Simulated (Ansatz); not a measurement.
# ZrC (Fm-3m): relaxation of cell and ions in Python

What cell does ZrC (Fm-3m) relax to? A script is to give a relaxation of cell and ions; the system is ZrC (Fm-3m).

The COD entry's cell or inner coordinates are ideal or old and differ from later refinements, so a difference from it is no clean test against experiment.

All numbers are computed with Ansatz 0.2.0, driven from Python. Level of theory: DFT PBE+D3(BJ), plane waves, PAW.

## Step 1: The structure

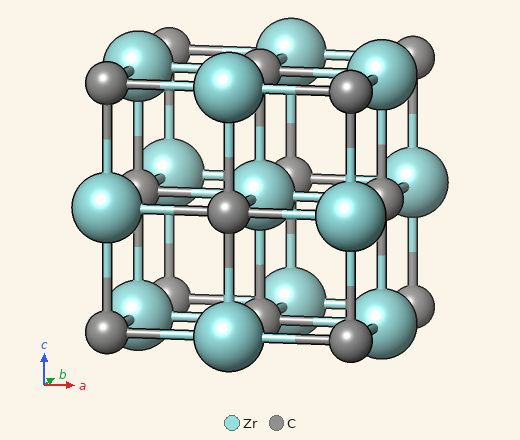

The structure that the script starts from, seen slightly off an axis (zirconium light teal, carbon grey). The cell is the conventional one. Atoms on cell faces are repeated.

The script holds or builds the structure itself.

## Step 2: The script

vcrelax.py

```python
# -*- coding: utf-8 -*-
"""Cell relaxation of ZrC."""

from dataclasses import dataclass
import json
import warnings

import ansatz as az
from ase import Atoms
from ase.io import write
from ase.neighborlist import neighbor_list
import numpy as np


@dataclass(frozen=True)
class Options:
    smearing: str = "Gaussian"
    xc: str = "PBE"
    dispersion: str = "d3bj"


opts = Options()

def edges_and_angles(cell):
    cell = np.asarray(cell)
    a, b, c = np.linalg.norm(cell, axis=1)
    cosines = cell[1] @ cell[2] / (b * c), cell[0] @ cell[2] / (a * c), cell[0] @ cell[1] / (a * b)
    return (a, b, c, *np.degrees(np.arccos(cosines)))

warnings.simplefilter("ignore", az.DeckWarning)

atoms = Atoms(
    ["Zr", "C"],
    scaled_positions=[
        (0.5, 0.5, 0.5),
        (0.0, 0.0, 0.0),
    ],
    cell=[
        (0.0, 2.365, 2.365),
        (2.365, 0.0, 2.365),
        (2.365, 2.365, 0.0),
    ],
    pbc=True,
)
cell = az.Crystal.from_ase(atoms)

# a pressure is positive in compression
base = (
    cell.calculation()
    .occupations(opts.smearing)
    .kpoints(9)
    .functional(opts.xc, dispersion=opts.dispersion)
    .relax(max_steps=60, pressure=2)
)
res = base.run(threads=1, backend="cpu", events_out="stream.ndjson")
with open("stream.ndjson") as stream:
    events = [json.loads(line) for line in stream]
steps = [e["data"] for e in events if e["event"] == "relax_step"]
r = res.report
for s in steps:
    flag = "" if s["accepted"] else "  (rejected)"
    print("step %2d  E = %.5f eV  largest force component = %.4f eV/A%s" % (s["step"], s["lagrangian_ev"], s["allowed_force_max_ev_ang"], flag))

first, last = steps[0], steps[-1]
symbols = [site.symbol for site in res.lattice.sites]
print(f"energy gained {first['lagrangian_ev'] - last['lagrangian_ev']:.4f} eV in {len(steps) - 1} steps")
for label, vectors in (("before", first["cell_ang"]), ("after", res.lattice.cell_ang)):
    print(label, "a b c (A) {:.4f} {:.4f} {:.4f}  angles {:.2f} {:.2f} {:.2f}".format(*edges_and_angles(vectors)), f" V = {abs(np.linalg.det(vectors)):.3f} A^3")
print("final stress xx yy zz (GPa, compression positive):", np.round(np.diag(r["stress_gpa"]), 3) + 0.0)

change = np.array(last["positions_ang"]) @ np.linalg.inv(last["cell_ang"]) - np.array(first["positions_ang"]) @ np.linalg.inv(first["cell_ang"])
moved = np.linalg.norm(change @ np.array(last["cell_ang"]), axis=1)
print("displacement within the cell, strain taken out (A):", " ".join(f"{s}:{d:.3f}" for s, d in zip(symbols, moved)))

final = Atoms(symbols, positions=last["positions_ang"], cell=res.lattice.cell_ang, pbc=True)
i, j, d = neighbor_list("ijd", final, 4.5)
print("neighbours within 1.2 times the shortest distance of each atom (A)")
for atom in range(len(final)):
    near = [m for m in np.argsort(d) if i[m] == atom]
    shell = [m for m in near if d[m] < 1.2 * d[near[0]]]
    print(f"{symbols[atom]}{atom} ({len(shell)}):", ", ".join(f"{symbols[j[m]]} {d[m]:.3f}" for m in shell))

relaxed = Atoms(symbols, positions=[site.position_ang for site in res.lattice.sites], cell=res.lattice.cell_ang, pbc=True)
write("relaxed.cif", relaxed, format="cif")

print(f"free energy      {r['free_energy_ev']:.5f} eV")
print(f"per atom         {r['free_energy_ev'] / len(res.lattice.sites):.5f} eV")
print(f"SCF iterations   {r['n_iterations']}  (converged: {r['converged']})")
```

## Step 3: Running it

Started as:

```console
python vcrelax.py
```

Standard output:

```text
step  1  E = -4437.27512 eV  largest force component = 0.0000 eV/A
step  2  E = -4437.24770 eV  largest force component = 0.0000 eV/A  (rejected)
step  3  E = -4437.29990 eV  largest force component = 0.0000 eV/A
step  4  E = -4437.29917 eV  largest force component = 0.0000 eV/A
step  5  E = -4437.29798 eV  largest force component = 0.0000 eV/A
energy gained 0.0229 eV in 4 steps
before a b c (A) 3.3446 3.3446 3.3446  angles 60.00 60.00 60.00  V = 26.456 A^3
after a b c (A) 3.2948 3.2948 3.2948  angles 60.00 60.00 60.00  V = 25.292 A^3
final stress xx yy zz (GPa, compression positive): [1.975 1.975 1.975]
displacement within the cell, strain taken out (A): Zr:0.000 C:0.000
neighbours within 1.2 times the shortest distance of each atom (A)
Zr0 (6): C 2.330, C 2.330, C 2.330, C 2.330, C 2.330, C 2.330
C1 (6): Zr 2.330, Zr 2.330, Zr 2.330, Zr 2.330, Zr 2.330, Zr 2.330
free energy      -4437.29798 eV
per atom         -2218.64899 eV
SCF iterations   6  (converged: True)
```

Run time: 3.8 s. Hardware: 1 thread of Arm Neoverse V2, shared host; peak memory 0.41 GiB.

It wrote relaxed.cif:

```cif
data_image0
_chemical_formula_structural       ZrC
_chemical_formula_sum              "Zr1 C1"
_cell_length_a       3.2948365691166823
_cell_length_b       3.2948365691166823
_cell_length_c       3.2948365691166823
_cell_angle_alpha    60.00000000000001
_cell_angle_beta     60.00000000000001
_cell_angle_gamma    60.00000000000001

_space_group_name_H-M_alt    "P 1"
_space_group_IT_number       1

loop_
  _space_group_symop_operation_xyz
  'x, y, z'

loop_
  _atom_site_type_symbol
  _atom_site_label
  _atom_site_symmetry_multiplicity
  _atom_site_fract_x
  _atom_site_fract_y
  _atom_site_fract_z
  _atom_site_occupancy
  Zr  Zr1       1.0  0.5  0.5  0.5  1.0000
  C   C1        1.0  2.333800131354922e-47  0.0  0.0  1.0000
```

Lines on the test bed's own set-up are left out of the output.

A comment line of the script is reworded here; the code is as run.

## Step 4: What the engine kept of the run

From the engine's report, whether the script printed it or not:

```csv
item,value
SCF cycles in all,30
k-points solved,35
plane waves,531
bands,12
valence electrons,16
free energy (eV),-4437.29798
Fermi level (eV),15.311
"lowest empty less highest filled level on the mesh, by band count (eV)",-1.309
pressure (GPa; positive when compressed),1.97
```

## Step 5: How the relaxation went

Relaxation path:

```
step  energy from step 1 (eV/cell)  largest force component (eV/Å)  pressure (GPa)  volume (Å³)
   1                        0.0000                          0.0000           -7.90        26.46
   2                        0.0274                          0.0000           13.78        24.19
   3                       -0.0248                          0.0000            1.30        25.37
   4                       -0.0241                          0.0000            2.05        25.29
   5                       -0.0229                          0.0000            1.97        25.29
```

Step 1 is the start. Step 5 repeats the geometry before it on a plane-wave basis chosen anew for that cell, so its energy need not be comparable with the rows above. Step 2 was tried and not accepted.

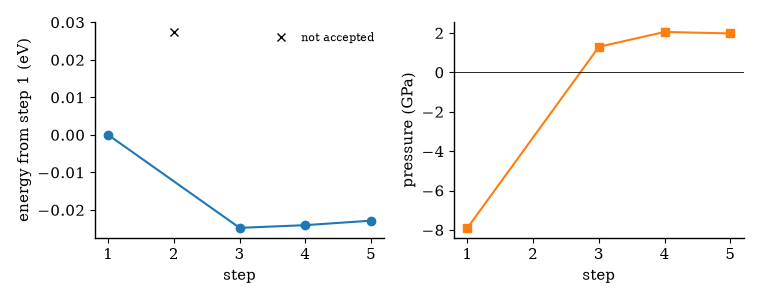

Energy and pressure along the relaxation.

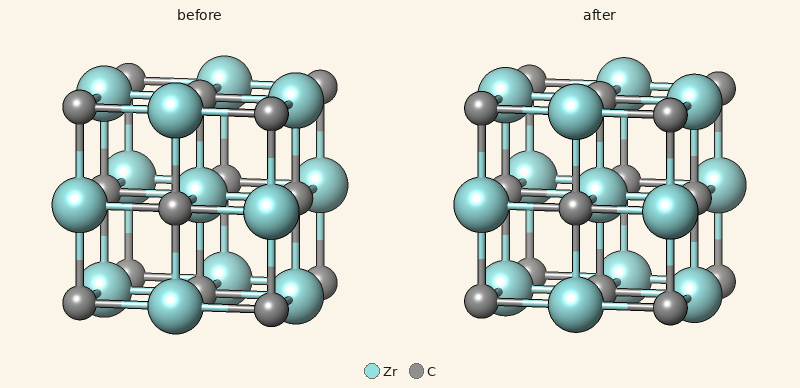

The structure before (left) and after (right) the relaxation, drawn at the same scale. The change is too small to see at this scale.

Lengths and angles in the start's conventional setting:

«Before» is this run's own start.

|  | before | after | change |
| --- | --- | --- | --- |
| a (Å) | 4.730 | 4.660 | -1.5 % |
| b (Å) | 4.730 | 4.660 | -1.5 % |
| c (Å) | 4.730 | 4.660 | -1.5 % |
| volume (Å³/atom) | 13.23 | 12.65 | -4.4 % |
| shortest distance (Å) | 2.365 | 2.330 | -1.5 % |
| space group (0.01 Å) | Fm-3m | Fm-3m | same |

Forces and stress were held to the start's 48 operations: a distortion of lower symmetry was not tested.

Under a set pressure the enthalpy E + pV is minimised, so E itself may rise.

## Step 6: What came out

| quantity | value |
| --- | --- |
| free energy | -4437.2980 eV (-2218.6490 eV/atom) |
| moves of the relaxation | 2 |
| last largest force component | 0.0000 eV/Å |
| relaxed conventional cell | a = 4.660 Å, b = 4.660 Å, c = 4.660 Å, α = 90.00°, β = 90.00°, γ = 90.00° |
| space group at the end | Fm-3m |

In words: Over 2 moves the cell shrank by 4.4 % in volume under the 2 GPa asked, and the space group stayed Fm-3m. Notes:
- The run is spin-unpolarised.
- Forces vanish by symmetry, so the ions can't move, and the end may be a saddle.
- Part of the cell is held or a pressure is applied, so the end point needn't be the zero-pressure lattice.
- At a fixed pressure a relaxation lowers the enthalpy F + PV, while F alone can rise.
- For a metal this k-point mesh is coarse: on a finer one energies can move by several to tens of meV an atom and pressures by half a GPa or more, differences at one mesh by less.
- Energies along a relaxation are free energies. Rows at an unchanged volume are solved on a plane-wave basis chosen afresh for that cell, so the energy jumps there and such rows are no steps of the walk.
- Edges and angles that the script prints are those of the cell as typed, here a primitive one.
- Of the deposited cell: the entry's cell lengths or inner coordinates differ somewhat from later room-temperature determinations.
- Symmetry holds the cell in this phase, whether or not it is the stable one at this pressure.
